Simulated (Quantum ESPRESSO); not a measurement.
**Geometry relaxation, with input and output: C (part 2 of 2)**

Continued. System: C (P-1, 2 atoms in the cell). Method: Kohn-Sham DFT of a periodic cell, PBEsol with D3(BJ), GBRV 1.5 LDA, no spin polarisation (Quantum ESPRESSO 7.5); cutoff 299.32 eV, 9×9×9 k-mesh, fermi-dirac of 0.136 eV. The structure derives from an entry of the Crystallography Open Database. The settings are looser than a standard set-up, so the numbers are not reference values.

## Output, continued
```
     iteration #  3     ecut=    22.00 Ry     beta= 0.50
     Davidson diagonalization with overlap
     ethr =  3.79E-06,  avg # of iterations =  2.2

     total energy              =     -23.05808079 Ry
     estimated scf accuracy    <       0.00000300 Ry

     iteration #  4     ecut=    22.00 Ry     beta= 0.50
     Davidson diagonalization with overlap
     ethr =  3.75E-08,  avg # of iterations =  1.1

     total energy              =     -23.05808093 Ry
     estimated scf accuracy    <       0.00000002 Ry

     iteration #  5     ecut=    22.00 Ry     beta= 0.50
     Davidson diagonalization with overlap
     ethr =  2.31E-10,  avg # of iterations =  2.0

     total energy              =     -23.05808094 Ry
     estimated scf accuracy    <          5.9E-10 Ry

     iteration #  6     ecut=    22.00 Ry     beta= 0.50
     Davidson diagonalization with overlap
     ethr =  7.34E-12,  avg # of iterations =  2.0

     End of self-consistent calculation

     Number of k-points >= 100: set verbosity='high' to print the bands.

     the Fermi energy is     6.8993 ev

!    total energy              =     -23.05808095 Ry
     estimated scf accuracy    <          6.6E-11 Ry
     smearing contrib. (-TS)   =      -0.00029066 Ry
     internal energy E=F+TS    =     -23.05779029 Ry

     The total energy is F=E-TS. E is the sum of the following terms:
     one-electron contribution =      -5.56946227 Ry
     hartree contribution      =       6.73369277 Ry
     xc contribution           =      -7.24328991 Ry
     ewald contribution        =     -16.96386195 Ry
     DFT-D3 Dispersion         =      -0.01486893 Ry

     convergence has been achieved in   6 iterations

     Forces acting on atoms (cartesian axes, Ry/au):

     atom    1 type  1   force =     0.00633733   -0.01672635   -0.01438849
     atom    2 type  1   force =    -0.00633733    0.01672635    0.01438849

     Total force =     0.032464     Total SCF correction =     0.000011
     Energy error            =      9.6E-03 Ry
     Gradient error          =      1.7E-02 Ry/Bohr

     number of scf cycles    =   5
     number of bfgs steps    =   4

     energy             old  =     -23.0484891358 Ry
     energy             new  =     -23.0580809465 Ry

     CASE: energy            _new < energy            _old

     new trust radius        =       0.0166183393 bohr
     new conv_thr            =       0.0000000002 Ry

ATOMIC_POSITIONS (alat)
C               -0.0002201451        0.0001805582        0.4608164270
C                0.0002201451       -0.0001805582        2.3015046246

     NEW-OLD atomic charge density approx. for the potential

     Self-consistent Calculation

     iteration #  1     ecut=    22.00 Ry     beta= 0.50
     Davidson diagonalization with overlap
     ethr =  1.00E-06,  avg # of iterations =  5.0

     total energy              =     -23.05849313 Ry
     estimated scf accuracy    <       0.00003595 Ry

     iteration #  2     ecut=    22.00 Ry     beta= 0.50
     Davidson diagonalization with overlap
     ethr =  4.49E-07,  avg # of iterations =  1.0

     total energy              =     -23.05849324 Ry
     estimated scf accuracy    <       0.00000450 Ry

     iteration #  3     ecut=    22.00 Ry     beta= 0.50
     Davidson diagonalization with overlap
     ethr =  5.62E-08,  avg # of iterations =  1.4

     total energy              =     -23.05849380 Ry
     estimated scf accuracy    <       0.00000008 Ry

     iteration #  4     ecut=    22.00 Ry     beta= 0.50
     Davidson diagonalization with overlap
     ethr =  9.99E-10,  avg # of iterations =  1.3

     total energy              =     -23.05849381 Ry
     estimated scf accuracy    <          9.5E-10 Ry

     iteration #  5     ecut=    22.00 Ry     beta= 0.50
     Davidson diagonalization with overlap
     ethr =  1.18E-11,  avg # of iterations =  1.9

     End of self-consistent calculation

     Number of k-points >= 100: set verbosity='high' to print the bands.

     the Fermi energy is     6.9017 ev

!    total energy              =     -23.05849381 Ry
     estimated scf accuracy    <          7.1E-11 Ry
     smearing contrib. (-TS)   =      -0.00027425 Ry
     internal energy E=F+TS    =     -23.05821956 Ry

     The total energy is F=E-TS. E is the sum of the following terms:
     one-electron contribution =      -5.57362478 Ry
     hartree contribution      =       6.73541804 Ry
     xc contribution           =      -7.24352367 Ry
     ewald contribution        =     -16.96162043 Ry
     DFT-D3 Dispersion         =      -0.01486872 Ry

     convergence has been achieved in   5 iterations

     Forces acting on atoms (cartesian axes, Ry/au):

     atom    1 type  1   force =     0.00329859   -0.00270072   -0.00350791
     atom    2 type  1   force =    -0.00329859    0.00270072    0.00350791

     Total force =     0.007808     Total SCF correction =     0.000011
     Energy error            =      4.1E-04 Ry
     Gradient error          =      3.5E-03 Ry/Bohr

     number of scf cycles    =   6
     number of bfgs steps    =   5

     energy             old  =     -23.0580809465 Ry
     energy             new  =     -23.0584938107 Ry

     CASE: energy            _new < energy            _old

     new trust radius        =       0.0052239568 bohr
     new conv_thr            =            3.5E-11 Ry

ATOMIC_POSITIONS (alat)
C               -0.0000211864       -0.0000104566        0.4601077086
C                0.0000211864        0.0000104566        2.3022133430

     NEW-OLD atomic charge density approx. for the potential

     Self-consistent Calculation

     iteration #  1     ecut=    22.00 Ry     beta= 0.50
     Davidson diagonalization with overlap
     ethr =  1.00E-06,  avg # of iterations =  2.6

     Threshold (ethr) on eigenvalues was too large:
     Diagonalizing with lowered threshold

     Davidson diagonalization with overlap
     ethr =  3.98E-08,  avg # of iterations =  1.2

     total energy              =     -23.05851922 Ry
     estimated scf accuracy    <       0.00000323 Ry

     iteration #  2     ecut=    22.00 Ry     beta= 0.50
     Davidson diagonalization with overlap
     ethr =  4.04E-08,  avg # of iterations =  1.0

     total energy              =     -23.05851923 Ry
     estimated scf accuracy    <       0.00000041 Ry

     iteration #  3     ecut=    22.00 Ry     beta= 0.50
     Davidson diagonalization with overlap
     ethr =  5.14E-09,  avg # of iterations =  1.3

     total energy              =     -23.05851928 Ry
     estimated scf accuracy    <          7.6E-09 Ry

     iteration #  4     ecut=    22.00 Ry     beta= 0.50
     Davidson diagonalization with overlap
     ethr =  9.50E-11,  avg # of iterations =  1.2

     total energy              =     -23.05851928 Ry
     estimated scf accuracy    <          8.0E-11 Ry

     iteration #  5     ecut=    22.00 Ry     beta= 0.50
     Davidson diagonalization with overlap
     ethr =  1.00E-12,  avg # of iterations =  1.9

     End of self-consistent calculation

     Number of k-points >= 100: set verbosity='high' to print the bands.

     the Fermi energy is     6.9021 ev

!    total energy              =     -23.05851928 Ry
     estimated scf accuracy    <          6.3E-12 Ry
     smearing contrib. (-TS)   =      -0.00026896 Ry
     internal energy E=F+TS    =     -23.05825031 Ry

     The total energy is F=E-TS. E is the sum of the following terms:
     one-electron contribution =      -5.57374195 Ry
     hartree contribution      =       6.73544488 Ry
     xc contribution           =      -7.24352419 Ry
     ewald contribution        =     -16.96156038 Ry
     DFT-D3 Dispersion         =      -0.01486867 Ry

     convergence has been achieved in   5 iterations

     Forces acting on atoms (cartesian axes, Ry/au):

     atom    1 type  1   force =     0.00031704    0.00015601   -0.00002334
     atom    2 type  1   force =    -0.00031704   -0.00015601    0.00002334

     Total force =     0.000501     Total SCF correction =     0.000003
     Energy error            =      2.5E-05 Ry
     Gradient error          =      3.2E-04 Ry/Bohr

     number of scf cycles    =   7
     number of bfgs steps    =   6

     energy             old  =     -23.0584938107 Ry
     energy             new  =     -23.0585192786 Ry

     CASE: energy            _new < energy            _old

     new trust radius        =       0.0001523376 bohr
     new conv_thr            =            4.0E-12 Ry

ATOMIC_POSITIONS (alat)
C               -0.0000020112       -0.0000008988        0.4601019831
C                0.0000020112        0.0000008988        2.3022190685

     NEW-OLD atomic charge density approx. for the potential

     Self-consistent Calculation

     iteration #  1     ecut=    22.00 Ry     beta= 0.50
     Davidson diagonalization with overlap
     ethr =  1.00E-06,  avg # of iterations =  2.0

     Threshold (ethr) on eigenvalues was too large:
     Diagonalizing with lowered threshold

     Davidson diagonalization with overlap
     ethr =  1.24E-10,  avg # of iterations =  1.9

     total energy              =     -23.05851934 Ry
     estimated scf accuracy    <       0.00000001 Ry

     iteration #  2     ecut=    22.00 Ry     beta= 0.50
     Davidson diagonalization with overlap
     ethr =  1.33E-10,  avg # of iterations =  1.0

     total energy              =     -23.05851934 Ry
     estimated scf accuracy    <          1.2E-09 Ry

     iteration #  3     ecut=    22.00 Ry     beta= 0.50
     Davidson diagonalization with overlap
     ethr =  1.46E-11,  avg # of iterations =  2.0

     total energy              =     -23.05851934 Ry
     estimated scf accuracy    <          1.2E-11 Ry

     iteration #  4     ecut=    22.00 Ry     beta= 0.50
     Davidson diagonalization with overlap
     ethr =  1.55E-13,  avg # of iterations =  1.4

     End of self-consistent calculation

     Number of k-points >= 100: set verbosity='high' to print the bands.

     the Fermi energy is     6.9021 ev

!    total energy              =     -23.05851934 Ry
     estimated scf accuracy    <          1.4E-13 Ry
     smearing contrib. (-TS)   =      -0.00026892 Ry
     internal energy E=F+TS    =     -23.05825041 Ry

     The total energy is F=E-TS. E is the sum of the following terms:
     one-electron contribution =      -5.57374028 Ry
     hartree contribution      =       6.73544397 Ry
     xc contribution           =      -7.24352402 Ry
     ewald contribution        =     -16.96156140 Ry
     DFT-D3 Dispersion         =      -0.01486867 Ry

     convergence has been achieved in   4 iterations

     Forces acting on atoms (cartesian axes, Ry/au):

     atom    1 type  1   force =     0.00003009    0.00001345    0.00000476
     atom    2 type  1   force =    -0.00003009   -0.00001345   -0.00000476

     Total force =     0.000047     Total SCF correction =     0.000001
     Energy error            =      5.8E-08 Ry
     Gradient error          =      3.0E-05 Ry/Bohr

     bfgs converged in   8 scf cycles and   7 bfgs steps
     (criteria: energy <  1.0E-05 Ry, force <  4.0E-04 Ry/Bohr)

     End of BFGS Geometry Optimization

     Final energy             =     -23.0585193362 Ry

     File ./tmp/pwscf.bfgs deleted, as requested
Begin final coordinates

ATOMIC_POSITIONS (alat)
C               -0.0000020112       -0.0000008988        0.4601019831
C                0.0000020112        0.0000008988        2.3022190685
End final coordinates

=------------------------------------------------------------------------------=
   JOB DONE.
=------------------------------------------------------------------------------=
```

## Trajectory as extended XYZ (Å, eV, eV/Å), 8 frames, from step=0 to step=7
```
2
Lattice="1.2280 0.7090 3.3470 -1.2280 0.7090 3.3470 0.0000 -1.4180 3.3470" Properties=species:S:1:pos:R:3:forces:R:3 step=0 energy=-311.72392
C     0.0310   -0.1173    1.7691   -0.9382  15.4572  -1.8638
C    -0.0310    0.1173    8.2719    0.9382 -15.4572   1.8638
2
Lattice="1.2280 0.7090 3.3470 -1.2280 0.7090 3.3470 0.0000 -1.4180 3.3470" Properties=species:S:1:pos:R:3:forces:R:3 step=1 energy=-311.99052
C     0.0151    0.1449    1.7375   -2.4527  -7.6689  -1.2000
C    -0.0151   -0.1449    8.3035    2.4527   7.6689   1.2000
2
Lattice="1.2280 0.7090 3.3470 -1.2280 0.7090 3.3470 0.0000 -1.4180 3.3470" Properties=species:S:1:pos:R:3:forces:R:3 step=2 energy=-313.22206
C    -0.0208    0.0630    1.7176    2.8966  -5.7879  -1.4014
C     0.0208   -0.0630    8.3234   -2.8966   5.7879   1.4014
2
Lattice="1.2280 0.7090 3.3470 -1.2280 0.7090 3.3470 0.0000 -1.4180 3.3470" Properties=species:S:1:pos:R:3:forces:R:3 step=3 energy=-313.59067
C    -0.0068   -0.0330    1.6907    0.6106   3.7616  -0.6044
C     0.0068    0.0330    8.3503   -0.6106  -3.7616   0.6044
2
Lattice="1.2280 0.7090 3.3470 -1.2280 0.7090 3.3470 0.0000 -1.4180 3.3470" Properties=species:S:1:pos:R:3:forces:R:3 step=4 energy=-313.72117
C    -0.0015    0.0041    1.6831    0.1629  -0.4301  -0.3699
C     0.0015   -0.0041    8.3579   -0.1629   0.4301   0.3699
2
Lattice="1.2280 0.7090 3.3470 -1.2280 0.7090 3.3470 0.0000 -1.4180 3.3470" Properties=species:S:1:pos:R:3:forces:R:3 step=5 energy=-313.72679
C    -0.0008    0.0007    1.6751    0.0848  -0.0694  -0.0902
C     0.0008   -0.0007    8.3660   -0.0848   0.0694   0.0902
2
Lattice="1.2280 0.7090 3.3470 -1.2280 0.7090 3.3470 0.0000 -1.4180 3.3470" Properties=species:S:1:pos:R:3:forces:R:3 step=6 energy=-313.72714
C    -0.0001    0.0000    1.6725    0.0082   0.0040  -0.0006
C     0.0001    0.0000    8.3685   -0.0082  -0.0040   0.0006
2
Lattice="1.2280 0.7090 3.3470 -1.2280 0.7090 3.3470 0.0000 -1.4180 3.3470" Properties=species:S:1:pos:R:3:forces:R:3 step=7 energy=-313.72714
C     0.0000    0.0000    1.6725    0.0008   0.0003   0.0001
C     0.0000    0.0000    8.3686   -0.0008  -0.0003  -0.0001
```

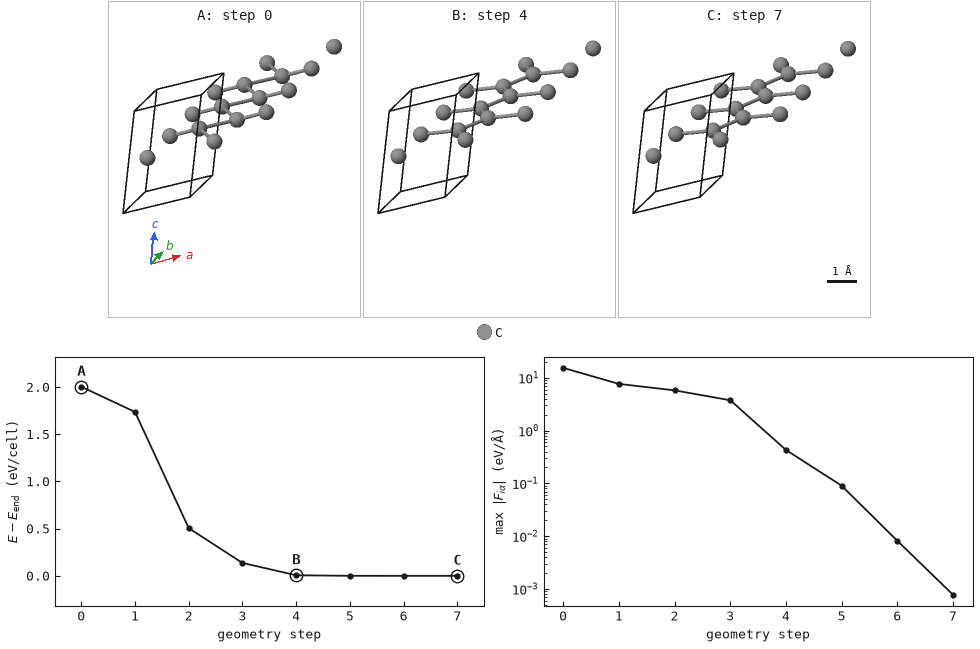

**Figure 1.** Frames of the relaxation (ball-and-stick view of the reduced cell, repeated 2 × 4 × 1, seen slightly off an axis) above the curves, on which the letters mark them (steps are counted from 0).

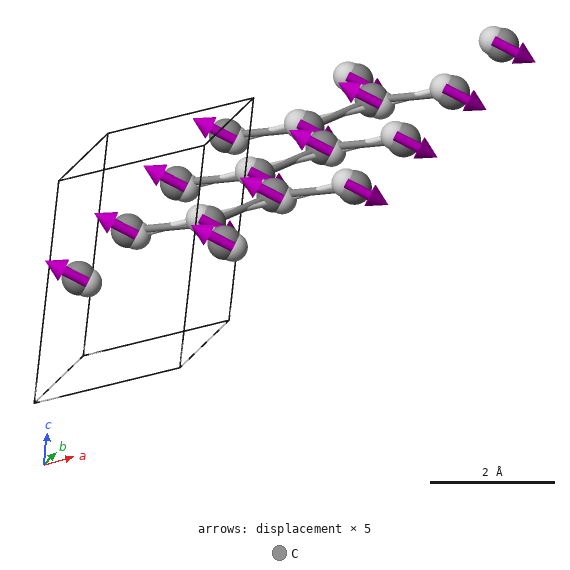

**Figure 2.** Start (faint) and end (solid) with the displacements as pink arrows, magnified 5 times (ball-and-stick view of the reduced cell, repeated 2 × 4 × 1, seen slightly off an axis). After 7 geometry steps the energy has fallen by 2.003 eV per cell of the calculation. The largest force component goes from 15 to 0.00077 eV/Å. The largest moves, 0.16 Å, are those of C1 and C2. The cell stays as it was. Distances before and after: C1–C2 1.200 → 1.418 Å. Among the angles that change: C2–C1–C2 103.7° → 120.0°, C2–C1–C2 129.4° → 120.0°. The space group (tolerance 0.01 Å) goes from P-1 (No. 2) to R-3m (No. 166). (Atoms are counted from 1 in the order of the input.)

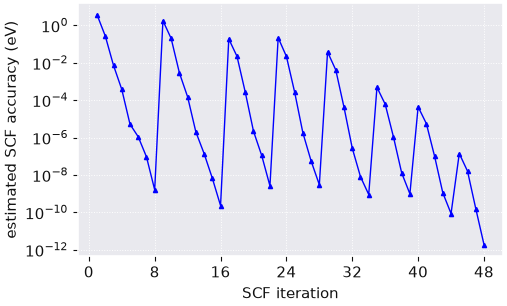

**Figure 3.** Convergence of the self-consistent field: estimated SCF accuracy against the iteration. The field takes 48 iterations in all.

This output came from the following input.

## Input
```
&CONTROL
  calculation = 'relax'
  prefix = 'pwscf'
  outdir = './tmp'
  pseudo_dir = './pseudo'
  tprnfor = .true.
  disk_io = 'low'
  nstep = 40
  forc_conv_thr = 0.0004
  etot_conv_thr = 1d-05
/
&SYSTEM
  ibrav = 0
  A = 3.63499837
  nat = 2
  ntyp = 1
  ecutwfc = 22
  ecutrho = 180
  nbnd = 9
  input_dft = 'pbesol'
  occupations = 'smearing'
  smearing = 'fd'
  degauss = 0.00999582
  vdw_corr = 'grimme-d3'
  dftd3_version = 4
/
&ELECTRONS
  conv_thr = 4d-10
  electron_maxstep = 120
  mixing_beta = 0.5
/
&IONS
  ion_dynamics = 'bfgs'
/
ATOMIC_SPECIES
C     12.0110 c_lda_v1.2.uspp.F.UPF
CELL_PARAMETERS alat
   0.3378340855    0.1950485992    0.9207736839
  -0.3378340855    0.1950485992    0.9207736839
   0.0000000000   -0.3900971983    0.9207736839
ATOMIC_POSITIONS alat
C      0.0085355707   -0.0322780212    0.4866874439
C     -0.0085355707    0.0322780212    2.2756336077
K_POINTS automatic
9 9 9 0 0 0
```

Run as:
```bash
OMP_NUM_THREADS=1 pw.x -in pw.in > pw.out
```

## Key numbers

| quantity | value |
| --- | --- |
| outcome | converged |
| space group (tolerance 0.01 Å) | P-1 (2) → R-3m (166) |
| electrons treated | 8 |
| free energy | −313.7271 eV |
| Fermi energy | 6.902 eV |
| gap on the k-point mesh | 0.65 eV |
| final volume | 17.48 Å³ |
| largest force (length of the vector) at the end | 0.001 eV/Å |
| final cell | a = 3.635 Å, b = 3.635 Å, c = 3.635 Å, α = 39.49°, β = 39.49°, γ = 39.49° |
| hardware | 1 thread of Intel Xeon (Sapphire Rapids), 16 GiB of memory available, shared host |
| wall time | 1.7 min |
| peak memory | 0.05 GiB |

Settings chosen away from the usual ones: ecut_scale set to 0.5. The settings depart from the standard set-up of this series, which can bear on the numbers. Further notes kept with the run: potentials made for another functional. Points of doubt noted for this run: potentials made for another functional. So coarse a mesh can miss the band edges, so the true gap of this method can be much smaller, or zero.
